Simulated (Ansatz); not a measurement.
Geometry relaxation of Ta₆HN₆ (part 3 of 3)

Continued. System: Ta₆HN₆ (slab, 13 atoms in the cell). Method: DFT PBEsol, scalar-relativistic, plane waves, PAW, no spin polarisation (Ansatz 0.2.0); cutoff 420 eV, 10×6×1 k-mesh, Gaussian smearing of 0.1 eV. The structure derives from an entry of the Crystallography Open Database. The input holds or restrains some coordinates. Forces given for the steps count only the free coordinates. It belongs to a series of runs on one base structure; here: H put at a hollow N-N-Ta site.

Geometry of the input (Å; fractional positions):
```
2.8960  0.0000  0.0000
0.0000  5.1789  0.0000
0.0000  0.0000  27.0137
N  0.0000  0.3033  0.3147
Ta 0.5000  0.0000  0.3246
Ta 0.0000  0.5000  0.3800
N  0.0000  0.8934  0.3800
Ta 0.5000  0.0000  0.4353
N  0.0000  0.3033  0.4453
N  0.0000  0.8120  0.4828
Ta 0.5000  0.5008  0.4896
Ta 0.0000  -0.0045  0.5502
N  0.0000  0.3849  0.5436
Ta 0.5000  0.5315  0.5955
N  0.0000  0.7658  0.6132
H  0.5000  0.0210  0.6020
```

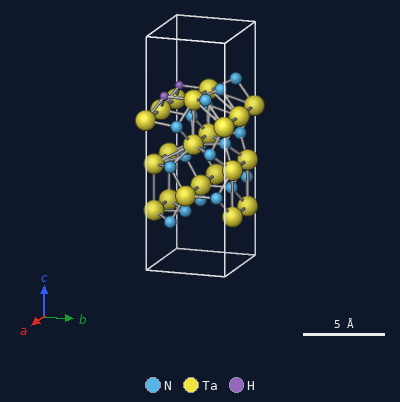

*The geometry at step 4 of the log (ball-and-stick view of the 2 × 1 repeat of the cell, with the vacuum cut short, seen slightly off an axis).*

**Output, continued**
```
  k-point 2: bands = ["-65.4028", "-65.3838", "-65.0817", "-65.0777", "-64.8775", "-64.6333", "-32.3100", "-32.2614", "-32.0822", "-31.9004", "-31.8305", "-31.7463", "-31.7094", "-31.6569", "-31.6165", "-31.5986", "-31.5534", "-31.3746", "-31.3527", "-31.2473", "-31.2000", "-31.1644", "-31.1472", "-30.7245", "-13.6813", "-12.9373", "-12.1993", "-12.1078", "-11.0912", "-10.4376", "-4.8967", "-4.5414", "-4.2059", "-3.6956", "-3.3766", "-2.7717", "-1.9665", "-1.9162", "-1.7961", "-1.3837", "-1.3241", "-0.9377", "-0.6297", "-0.4908", "-0.2431", "-0.0464", "0.1307", "0.2157", "0.4781", "0.6039", "0.9134", "1.4108", "1.5146", "2.3191", "3.6387", "3.8544", "4.7439", "4.9859", "5.2543", "5.4467", "5.5812", "5.7074", "6.0361", "6.1191", "6.2830", "6.3073", "6.6501", "6.9106"]
  k-point 23: bands = ["-65.3499", "-65.3412", "-65.0367", "-65.0343", "-64.8286", "-64.5908", "-32.5322", "-32.5009", "-32.1330", "-32.1276", "-32.1077", "-31.9676", "-31.9218", "-31.8451", "-31.8137", "-31.6683", "-31.6129", "-31.6103", "-31.5031", "-31.4504", "-31.3582", "-31.3146", "-31.2983", "-31.2081", "-12.4866", "-12.4405", "-11.9951", "-11.9040", "-10.6494", "-9.9244", "-4.7492", "-4.5263", "-3.7680", "-3.6268", "-3.6050", "-3.3618", "-3.3095", "-3.2688", "-2.0276", "-1.9879", "-1.7347", "-1.4343", "-1.2194", "-1.1254", "-0.9548", "0.1463", "0.4327", "1.0966", "1.1614", "1.5269", "1.7432", "1.9458", "2.5210", "2.7791", "3.2261", "3.3715", "4.4290", "4.9111", "5.7658", "5.7958", "6.0223", "6.2696", "6.8777", "7.0540", "7.1645", "7.1990", "7.5830", "7.6340"]
--- Relaxed structure (7 steps of the walk, 7 accepted, 0 SCFs on fresh bases) ---
  F+E_penalty+E_count = -61135.23488336 eV   max|allowed force component| = 2.461e-2 eV/Å
  atoms:
    - { symbol: N, position: [0.0, 0.30331452919999996, 0.3146554477] }
    - { symbol: Ta, position: [0.5, 0.0, 0.3246234842] }
    - { symbol: Ta, position: [0.0, 0.4999999999999999, 0.3799667753] }
    - { symbol: N, position: [0.0, 0.8933709414999997, 0.3799667753] }
    - { symbol: Ta, position: [0.5, 0.0, 0.4353100663999999] }
    - { symbol: N, position: [0.0, 0.30331452919999996, 0.445278103] }
    - { symbol: N, position: [0.0, 0.8119079075709044, 0.48292525318556745] }
    - { symbol: Ta, position: [0.5, 0.5027150462893654, 0.48921465010178794] }
    - { symbol: Ta, position: [0.0, -0.00648763808157437, 0.5515075190905141] }
    - { symbol: N, position: [0.0, 0.38827913679795534, 0.5422817646081504] }
    - { symbol: Ta, position: [0.5, 0.5141585135718499, 0.5958568527394825] }
    - { symbol: N, position: [0.0, 0.7587770249134854, 0.6120684346891133] }
    - { symbol: H, position: [0.5, 0.13041084203071707, 0.5994603082622944] }
```

**Trajectory as extended XYZ (Å, eV, eV/Å), 7 frames, from step=1 to step=7**
```
13
Lattice="2.8960 0.0000 0.0000 0.0000 5.1789 0.0000 0.0000 0.0000 27.0137" Properties=species:S:1:pos:R:3:forces:R:3 step=1 energy=-61134.43990
N     0.0000    1.5708    8.5000    0.0000  -2.2900   1.2443
Ta    1.4480    0.0000    8.7693    0.0000   3.6671   1.0874
Ta    0.0000    2.5895   10.2643    0.0000  -0.7022  -1.9060
N     0.0000    4.6267   10.2643    0.0000  -0.4687  -0.2837
Ta    1.4480    0.0000   11.7593    0.0000  -0.1346   0.1759
N     0.0000    1.5708   12.0286    0.0000  -0.0043  -0.2305
N     0.0000    4.2055   13.0427    0.0000  -0.2793  -0.1012
Ta    1.4480    2.5934   13.2256    0.0000  -0.0929  -0.1979
Ta    0.0000   -0.0231   14.8626    0.0000  -0.3474   0.3120
N     0.0000    1.9933   14.6859    0.0000   0.7264  -0.0316
Ta    1.4480    2.7526   16.0854    0.0000  -1.9699   0.4708
N     0.0000    3.9659   16.5635    0.0000   0.0685   0.1798
H     1.4480    0.1088   16.2635    0.0000   1.8278  -0.7186
13
Lattice="2.8960 0.0000 0.0000 0.0000 5.1789 0.0000 0.0000 0.0000 27.0137" Properties=species:S:1:pos:R:3:forces:R:3 step=2 energy=-61134.91972
N     0.0000    1.5708    8.5000    0.0000  -2.2947   1.2552
Ta    1.4480    0.0000    8.7693    0.0000   3.6687   1.0436
Ta    0.0000    2.5895   10.2643    0.0000  -0.6752  -1.8967
N     0.0000    4.6267   10.2643    0.0000  -0.4728  -0.2979
Ta    1.4480    0.0000   11.7593    0.0000  -0.2750   0.2690
N     0.0000    1.5708   12.0286    0.0000  -0.0927  -0.2836
N     0.0000    4.1937   13.0409    0.0000  -0.1317  -0.0551
Ta    1.4480    2.5865   13.2219    0.0000   0.0509   0.2823
Ta    0.0000   -0.0391   14.8733    0.0000  -0.6710   0.3228
N     0.0000    1.9970   14.6891    0.0000   0.1032  -0.0617
Ta    1.4480    2.6525   16.1371    0.0000  -0.4121  -0.1918
N     0.0000    3.9194   16.5636    0.0000  -0.1798  -0.1814
H     1.4480    0.2952   16.1958    0.0000   1.3812  -0.2047
13
Lattice="2.8960 0.0000 0.0000 0.0000 5.1789 0.0000 0.0000 0.0000 27.0137" Properties=species:S:1:pos:R:3:forces:R:3 step=3 energy=-61135.16854
N     0.0000    1.5708    8.5000    0.0000  -2.2915   1.2603
Ta    1.4480    0.0000    8.7693    0.0000   3.6768   1.0332
Ta    0.0000    2.5895   10.2643    0.0000  -0.6917  -1.8682
N     0.0000    4.6267   10.2643    0.0000  -0.4799  -0.2951
Ta    1.4480    0.0000   11.7593    0.0000  -0.3668   0.3027
N     0.0000    1.5708   12.0286    0.0000  -0.1603  -0.2933
N     0.0000    4.1815   13.0385    0.0000  -0.0088  -0.0043
Ta    1.4480    2.5810   13.2294    0.0000   0.0490   0.0543
Ta    0.0000   -0.0739   14.8855    0.0000  -0.2091   0.2550
N     0.0000    1.9778   14.6797    0.0000  -0.0862  -0.2030
Ta    1.4480    2.6107   16.1253    0.0000  -0.0112  -0.0977
N     0.0000    3.8867   16.5498    0.0000  -0.0970  -0.1519
H     1.4480    0.4885   16.1701    0.0000   0.6766   0.0079
13
Lattice="2.8960 0.0000 0.0000 0.0000 5.1789 0.0000 0.0000 0.0000 27.0137" Properties=species:S:1:pos:R:3:forces:R:3 step=4 energy=-61135.22778
N     0.0000    1.5708    8.5000    0.0000  -2.2846   1.2627
Ta    1.4480    0.0000    8.7693    0.0000   3.6789   1.0274
Ta    0.0000    2.5895   10.2643    0.0000  -0.6903  -1.8821
N     0.0000    4.6267   10.2643    0.0000  -0.4913  -0.3142
Ta    1.4480    0.0000   11.7593    0.0000  -0.2153   0.2748
N     0.0000    1.5708   12.0286    0.0000  -0.1248  -0.4006
N     0.0000    4.1959   13.0432    0.0000   0.0428   0.0002
Ta    1.4480    2.5972   13.2163    0.0000  -0.0095   0.0427
Ta    0.0000   -0.0550   14.8993    0.0000   0.0443  -0.0015
N     0.0000    1.9947   14.6493    0.0000  -0.0485  -0.0633
Ta    1.4480    2.6326   16.0956    0.0000   0.3349  -0.0448
N     0.0000    3.9054   16.5309    0.0000  -0.0004   0.0005
H     1.4480    0.6830   16.1711    0.0000  -0.2362   0.0988
13
Lattice="2.8960 0.0000 0.0000 0.0000 5.1789 0.0000 0.0000 0.0000 27.0137" Properties=species:S:1:pos:R:3:forces:R:3 step=5 energy=-61135.23324
N     0.0000    1.5708    8.5000    0.0000  -2.2825   1.2599
Ta    1.4480    0.0000    8.7693    0.0000   3.6736   1.0387
Ta    0.0000    2.5895   10.2643    0.0000  -0.6873  -1.8862
N     0.0000    4.6267   10.2643    0.0000  -0.4880  -0.3156
Ta    1.4480    0.0000   11.7593    0.0000  -0.1419   0.2853
N     0.0000    1.5708   12.0286    0.0000  -0.0737  -0.3696
N     0.0000    4.2053   13.0471    0.0000  -0.0088   0.0129
Ta    1.4480    2.6026   13.2159    0.0000   0.0030  -0.0110
Ta    0.0000   -0.0343   14.9030    0.0000   0.0270  -0.1154
N     0.0000    2.0086   14.6505    0.0000   0.0621  -0.0616
Ta    1.4480    2.6704   16.0902    0.0000  -0.2167   0.1054
N     0.0000    3.9277   16.5352    0.0000   0.1238   0.0277
H     1.4480    0.6798   16.1873    0.0000   0.0097   0.0281
13
Lattice="2.8960 0.0000 0.0000 0.0000 5.1789 0.0000 0.0000 0.0000 27.0137" Properties=species:S:1:pos:R:3:forces:R:3 step=6 energy=-61135.23488
N     0.0000    1.5708    8.5000    0.0000  -2.2843   1.2608
Ta    1.4480    0.0000    8.7693    0.0000   3.6748   1.0325
Ta    0.0000    2.5895   10.2643    0.0000  -0.6851  -1.8846
N     0.0000    4.6267   10.2643    0.0000  -0.4898  -0.3185
Ta    1.4480    0.0000   11.7593    0.0000  -0.1349   0.2761
N     0.0000    1.5708   12.0286    0.0000  -0.0695  -0.3791
N     0.0000    4.2048   13.0456    0.0000  -0.0030   0.0025
Ta    1.4480    2.6035   13.2155    0.0000  -0.0151   0.0202
Ta    0.0000   -0.0336   14.8982    0.0000  -0.0126  -0.0042
N     0.0000    2.0109   14.6490    0.0000   0.0055   0.0244
Ta    1.4480    2.6628   16.0963    0.0000   0.0031  -0.0182
N     0.0000    3.9296   16.5342    0.0000   0.0017  -0.0169
H     1.4480    0.6754   16.1936    0.0000   0.0097   0.0047
13
Lattice="2.8960 0.0000 0.0000 0.0000 5.1789 0.0000 0.0000 0.0000 27.0137" Properties=species:S:1:pos:R:3:forces:R:3 step=7 energy=-61135.23488
N     0.0000    1.5708    8.5000    0.0000  -2.2843   1.2608
Ta    1.4480    0.0000    8.7693    0.0000   3.6748   1.0326
Ta    0.0000    2.5895   10.2643    0.0000  -0.6851  -1.8847
N     0.0000    4.6267   10.2643    0.0000  -0.4899  -0.3184
Ta    1.4480    0.0000   11.7593    0.0000  -0.1349   0.2762
N     0.0000    1.5708   12.0286    0.0000  -0.0696  -0.3789
N     0.0000    4.2048   13.0456    0.0000  -0.0028   0.0022
Ta    1.4480    2.6035   13.2155    0.0000  -0.0151   0.0201
Ta    0.0000   -0.0336   14.8982    0.0000  -0.0125  -0.0042
N     0.0000    2.0109   14.6490    0.0000   0.0052   0.0246
Ta    1.4480    2.6628   16.0963    0.0000   0.0035  -0.0179
N     0.0000    3.9296   16.5342    0.0000   0.0013  -0.0170
H     1.4480    0.6754   16.1936    0.0000   0.0096   0.0046
```

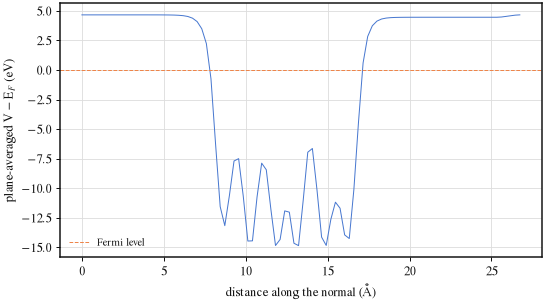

*Plane average of the electrostatic potential energy of an electron across the cell, from the Fermi level.*

The vacuum level lies 4.46 eV above the Fermi level on the upper side and 4.66 eV on the lower.

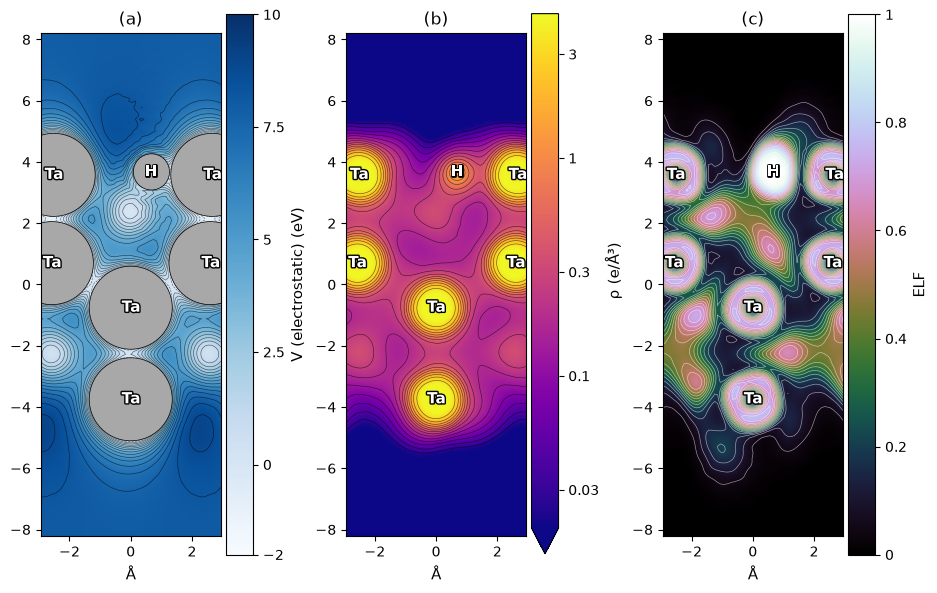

*(a) electrostatic potential energy of an electron; (b) valence electron density; (c) ELF on the (100) plane of the calculation cell, a cut from vacuum to vacuum. Grey discs, where drawn, cover atomic cores.*

Ta–H (1.99 Å): ρ at the midpoint is about 0.64 e/Å³, with its minimum of 0.41 e/Å³ about 1.2 Å from Ta; the ELF climbs to about 1 towards the hydrogen, as it does in any bond to H. Ta–Ta (2.88 Å): ρ is about 0.31 e/Å³ halfway; the ELF is about 0.25 at the midpoint; no shared electron pair. The density dies away to nearly zero in the vacuum. The strong features right at Ta lie inside the PAW spheres (semicore, d or f shells) and say nothing about bonding. Core electrons are frozen (PAW), so the fields are smoothed inside the atomic spheres.

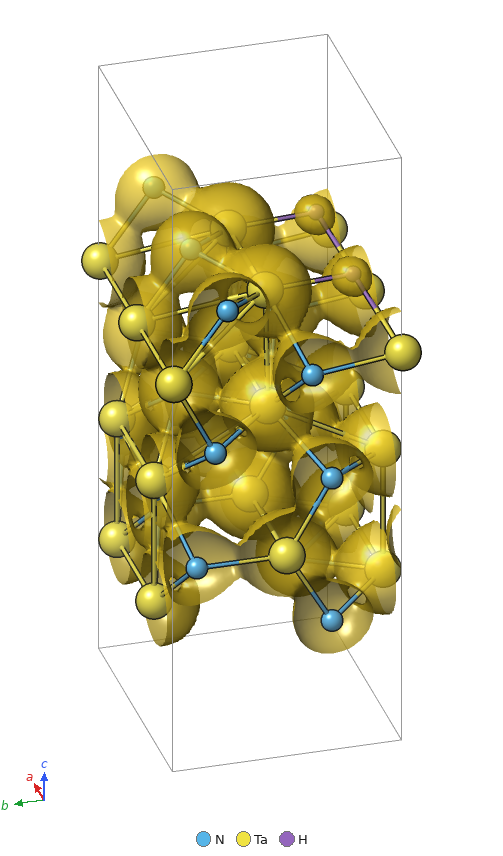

*Isosurface of the valence electron density at 0.6 e/Å³ (yellow), seen at an oblique angle. Sticks mark near contacts.*

At this value the density is joined into sheets; it holds about 75 % of the electrons treated as valence (semicore included). It is pinched off along the Ta–H (1.99 Å) and Ta–Ta (2.88 Å) contacts. On the grid the lowest density along these lines, outside the cores, is 0.98 e/Å³ (Ta–N, 1.97 Å), 0.41 e/Å³ (Ta–H, 1.99 Å), 0.31 e/Å³ (Ta–Ta, 2.88 Å) and 0.86 e/Å³ (Ta–N, 2.04 Å).

**Key numbers**

| quantity | value |
| --- | --- |
| outcome | converged under the restraints of the input |
| electrons treated | 109 |
| free energy | −61135.2349 eV |
| work function, top face | 4.46 eV |
| work function, bottom face | 4.66 eV |
| Fermi energy | 3.392 eV |
| gap on the k-point mesh | none (metallic) |
| final volume | 405.15 Å³ |
| work function (upper face) | 4.46 eV |
| largest force (length of the vector) at the end, held atoms and coordinates included | 3.817 eV/Å |
| wall time | 2.3 min (CPU time 4.5 min) |
| peak memory | 0.97 GiB |

**Remarks**

Warnings of the run: the exchange-correlation potential is rough where the density is thin. Spin–orbit coupling is left out, which matters for Ta. The cell holds an odd number of electrons but the run has no spin polarisation, so a band is left half filled.
